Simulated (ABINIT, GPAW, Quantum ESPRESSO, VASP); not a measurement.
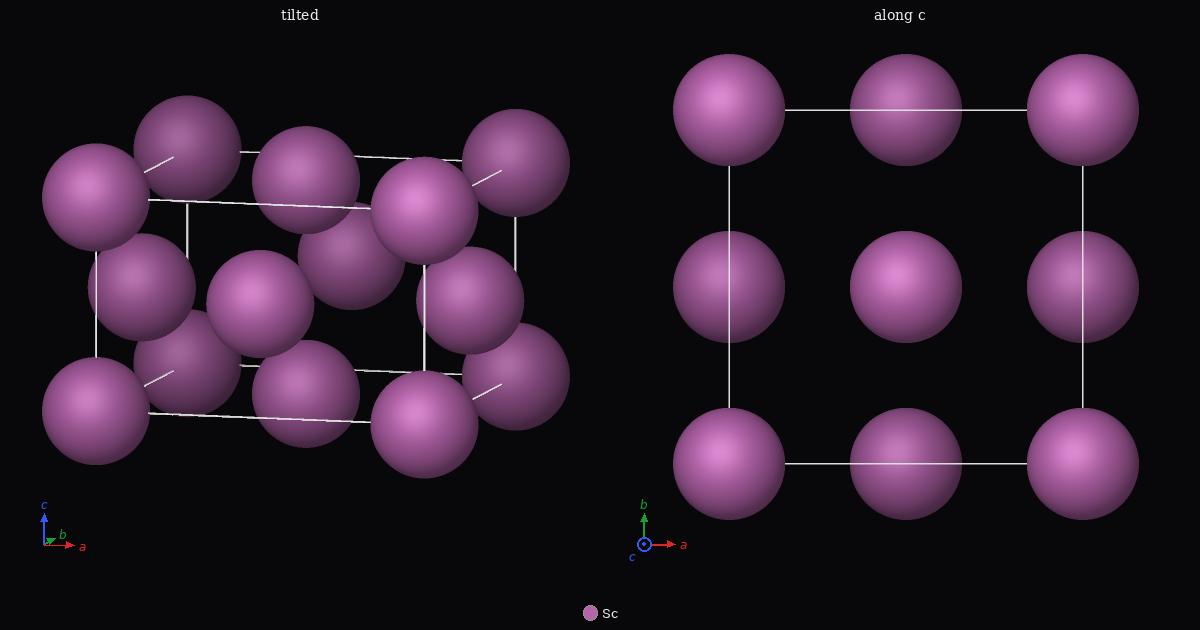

Sc, space group P4/nmm (No. 129), a = 5.423 Å, b = 5.423 Å, c = 3.435 Å, α = 90.00°, β = 90.00°, γ = 90.00° (25.25 Å³/atom). An orthographic spheres-only view of the structure, slightly off an axis and along the c axis. The lines enclose the conventional unit cell; boundary atoms appear with their images. The cell is a structure listed in the Materials Project. This isn't the form of Sc at room conditions, which is hcp.

The cell was scaled uniformly, at fixed shape and fractional positions, in four programs or potential sets. Alike in all runs: functional PBE; k mesh 5 × 5 × 8 on the run's cell of 4 atoms; occupations fermi-dirac, width 0.05 eV; no spin polarisation; no spin-orbit coupling.

Energies from Quantum ESPRESSO (SSSP 1.3 efficiency):

| volume (Å³/atom) | E − E(lowest point) (meV/atom) |
| --- | --- |
| 23.738 | 8.19 |
| 24.243 | 2.25 |
| 24.748 | 0.00 |
| 25.253 | 1.11 |
| 25.758 | 5.31 |
| 26.264 | 12.36 |
| 26.769 | 22.02 |

### What equilibrium volume and bulk modulus do these points give?

V0 = 24.83 Å³/atom, B0 = 51.8 GPa and B0′ = 3.2. V0 lies 1.7 % below the volume of the cell as given.

The same fit in all programs:

```tsv
program	V0 (Å³/atom)	B0 (GPa)	B0′
Quantum ESPRESSO (SSSP 1.3 efficiency)	24.83	51.8	3.2
GPAW (PAW data 1.2.1)	24.76	52.1	3.2
ABINIT (JTH PAW PBE v2.0)	?	?	?
VASP (PBE potentials, release 64 Sc_sv)	24.84	51.8	3.2
```

### What does ABINIT (JTH PAW PBE v2.0) give?

V0 = 24.79 Å³/atom, B0 = 52.1 GPa and B0′ = 3.2. The other rows span 24.76 to 24.84 Å³/atom and 51.8 to 52.1 GPa.

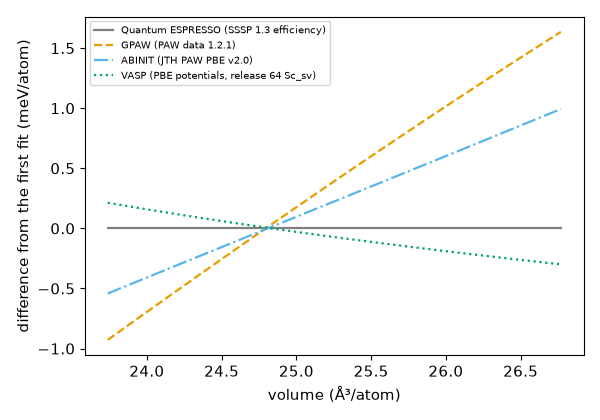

Each fitted curve, counted from its own minimum, less that of Quantum ESPRESSO (SSSP 1.3 efficiency). With one functional throughout, the spread comes from potentials, basis sets and numerical settings; B0′ is uncertain by a few tenths over so narrow a range.

Caveat: the cell was scaled at fixed shape and fractional positions, which overstates the stiffness of a crystal with free parameters, most of all of layers and chains.
